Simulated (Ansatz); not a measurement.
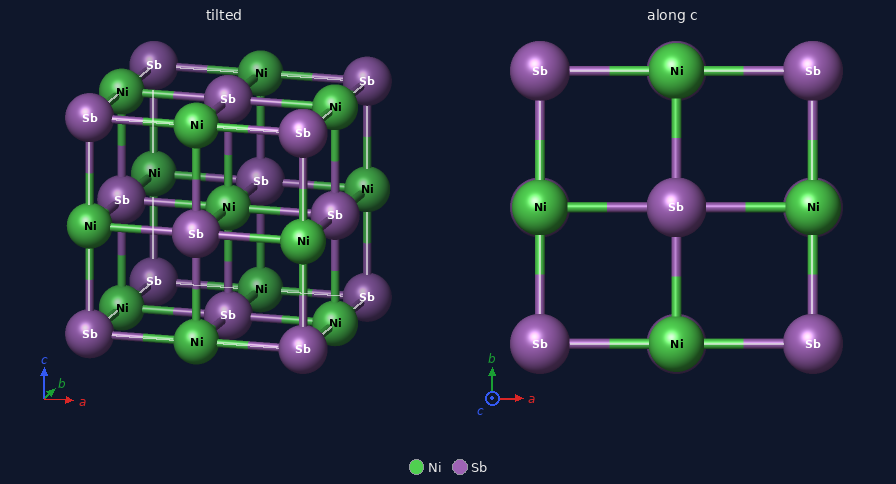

Ball-and-stick model, viewed slightly off an axis and along the c axis. The edges of the conventional unit cell are marked.

NiSb, rock salt (NaCl type), space group Fm-3m (No. 225), a = 5.267 Å, b = 5.267 Å, c = 5.267 Å, α = 90.00°, β = 90.00°, γ = 90.00°. The model was built from a structure type filled with these elements by a generator (whether the compound takes this form wasn't checked). Earlier steps of the study, as a rule a relaxation of our own, may have changed the cell and positions, so they can lie some per cent off the listed ones. An electronic-structure calculation with Ansatz was run on it.

This one geometry was computed with Ansatz (DFT, plane waves, PAW) at five levels of theory: PBEsol, PBE, PBE with spin-orbit coupling, LDA and r2SCAN.

Q: Which level gives the highest pressure at this volume, and what does that say about its equilibrium volume?

A: Highest: PBE (0.0 GPa) and PBE with spin-orbit coupling (0.0 GPa), which points to the largest equilibrium volume. Lowest, with the smallest volume: LDA (-8.3 GPa). Levels within 0.5 GPa of each other can't be told apart.

Q: How does the band gap change with the level of theory?

A: All levels give a metal.

Q: Collect the results in a table.

A:
| level | cutoff (eV) | k-mesh of the run's cell | gap (eV) | pressure (GPa) | absolute moment (μB/atom) |
| --- | --- | --- | --- | --- | --- |
| PBEsol | 420 | 12×12×12 | metal | -5.2 | 0.00 |
| PBE | 420 | 12×12×12 | metal | 0.0 | 0.00 |
| PBE with spin-orbit coupling | 420 | 12×12×12 | metal | 0.0 | 0.00 |
| LDA | 420 | 12×12×12 | metal | -8.3 | 0.00 |
| r2SCAN | 500 | 12×12×12 | metal | -2.6 | 0.00 |

Gaps are taken on the k-mesh or band path of each run.
